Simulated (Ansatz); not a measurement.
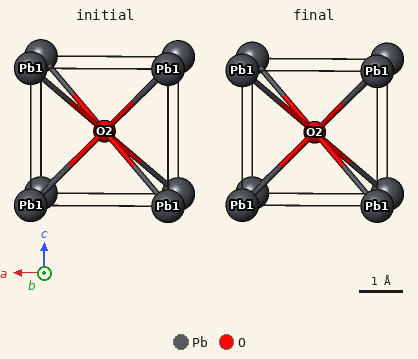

The structure of crystalline PbO (built on the CsCl type) before (left) and after (right) a relaxation, at one scale.

Style: ball-and-stick. Shown: the cell of the calculation, from a free direction.

Computed with DFT, PBEsol, plane waves, PAW in Ansatz 0.2.0.

The input:
```yaml
crystal:
  lattice:
    - [3.2148279984, 0.0, 0.0]
    - [0.0, 3.2148279984, 0.0]
    - [0.0, 0.0, 3.2148279984]
  atoms:
    - { symbol: Pb, position: [0.0, 0.0, 0.0] }
    - { symbol: O, position: [0.5, 0.5, 0.5] }
kpoints:
  mp_grid: { grid: [8, 8, 8] }
hamiltonian:
  xc: pbesol
scf:
  occupations: { method: fermi_dirac, width: 0.02 }
relax:
  f_tol: 0.005
  cell: {}
```

Command:
```bash
ansatz run input.yaml --threads 2 --pin off --max-ram 2211MiB --backend cpu --events-out ev --progress --plain --runs-dir out
```

Question: Describe what moved and what it gained.

Answer: The atoms keep their places relative to the cell (all moves are under 0.005 Å). The drawn cell changes as follows: a = b = c 3.215 → 3.159 Å (−1.7 %); the volume changes by −5.1 %. Near-neighbour distances that change, for instance: Pb1–O2 2.784 → 2.736 Å. The space group stays Pm-3m (No. 221). The energy falls by 28.4 meV per cell of the calculation in 4 accepted moves (7 points after the start). All forces vanish by symmetry, so only the cell relaxes. Pressure: −5.04 GPa at the start and −0.01 GPa at the end. The line search rejected the trial step at point 1 of the run. The SCF was repeated twice at an unchanged geometry on a basis and grid sized afresh for the cell, which shifted the energy by 3.3 meV per cell of the calculation at most.
